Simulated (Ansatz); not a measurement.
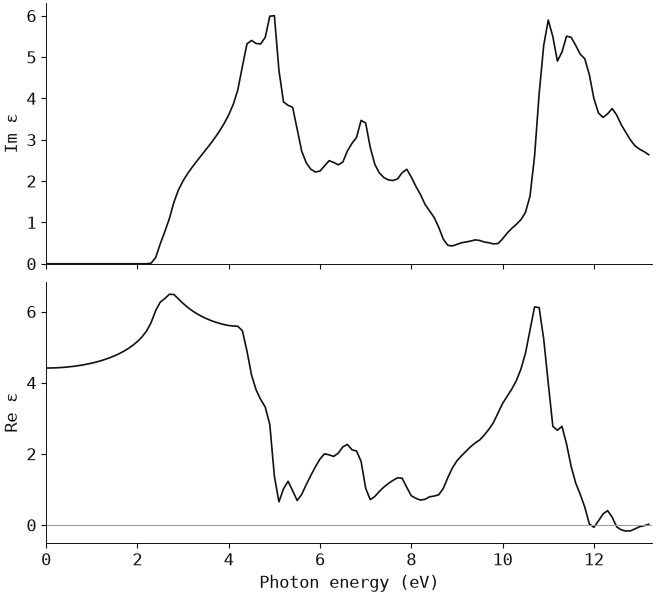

Imaginary and real parts of the dielectric function from interband transitions, 12×12×12 mesh, 0.1 eV broadening.

Structure: CsH, space group Pm-3m (No. 221), 2 atoms in the cell.

Level of theory: DFT LDA, scalar-relativistic, plane waves, PAW, no spin polarisation, 8×8×8 k mesh, 420 eV cutoff; code Ansatz.

> Where does absorption set in?

The smallest direct gap is 2.42 eV; Im ε reaches a twentieth of its peak at about 2.5 eV.

> Is the response isotropic?

All three diagonal components agree, so the response is isotropic.

> Does it absorb visible light at this level?

It absorbs visible light at this level: direct transitions start within the visible range (semilocal gaps are too small, so the true onset lies higher).

> Where are the main peaks of Im ε?

The most prominent peaks of Im ε lie at 5.0 eV (6), 6.9 eV (3.5), 11.0 eV (5.9) and 11.4 eV (5.5).

Independent particles: no excitons or local fields. Re ε holds only the bands summed; completed, the static electronic values are 4.46.
